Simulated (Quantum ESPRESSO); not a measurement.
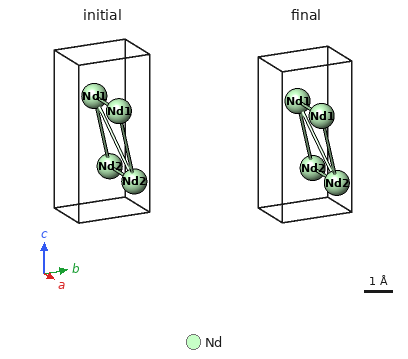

The structure of solid Nd (set up in P6_3/mmc) before (left) and after (right) a relaxation, at one scale.

The picture is a ball-and-stick view of the cell of the calculation, repeated 2 × 1 × 1 with one cell outlined, seen slightly off an axis.

The run lets cell and atoms move.

Computed with Kohn-Sham DFT of a periodic cell, PBE with D3(BJ), SSSP 1.3 efficiency PBE (Quantum ESPRESSO).

Input
```
&CONTROL
  calculation = 'vc-relax'
  prefix = 'pwscf'
  outdir = './tmp'
  pseudo_dir = './pseudo'
  tprnfor = .true.
  tstress = .true.
  disk_io = 'low'
  nstep = 40
  forc_conv_thr = 0.0004
  etot_conv_thr = 1d-05
/
&SYSTEM
  ibrav = 0
  A = 3.657
  nat = 2
  ntyp = 1
  ecutwfc = 55
  ecutrho = 440
  nbnd = 24
  occupations = 'smearing'
  smearing = 'fd'
  degauss = 0.00367493
  nspin = 2
  starting_magnetization(1) = 0.2143
  vdw_corr = 'grimme-d3'
  dftd3_version = 4
/
&ELECTRONS
  conv_thr = 4d-10
  electron_maxstep = 120
  mixing_beta = 0.3
/
&IONS
  ion_dynamics = 'bfgs'
/
&CELL
  cell_dynamics = 'bfgs'
  press = 0
  press_conv_thr = 0.3
/
ATOMIC_SPECIES
Nd   144.2420 Nd.paw.z_14.atompaw.wentzcovitch.v1.2.upf
CELL_PARAMETERS alat
   1.0000000000    0.0000000000    0.0000000000
  -0.5000000000    0.8660254038    0.0000000000
   0.0000000000    0.0000000000    1.6138911676
ATOMIC_POSITIONS alat
Nd     0.5000000000    0.2886751346    1.2104183757
Nd     0.0000000000    0.5773502692    0.4034727919
K_POINTS automatic
8 8 5 0 0 0
```

Launched with:
```bash
OMP_NUM_THREADS=1 pw.x -in pw.in > pw.out
```

Q: Describe what moved and what it gained.

A: Over 10 geometry steps the energy falls by 13.5 meV per atom. All forces vanish by symmetry, so only the cell relaxes. Pressure: −1.43 GPa at the start and 0.01 GPa at the end. No atom moves by more than 0.005 Å relative to the cell. The volume changes by −7.9 %, with a = b 3.657 → 3.589 Å (−1.8 %), c 5.902 → 5.644 Å (−4.4 %). Near-neighbour distances that change, for instance: Nd1–Nd2 3.629 → 3.501 Å, Nd1–Nd1 3.657 → 3.589 Å. The space group stays P6_3/mmc (No. 194). Cost: 39 min on 1 thread of Intel(R) Xeon(R) 6975P-C (Granite Rapids), with other jobs on the host, peak memory 0.81 GiB.
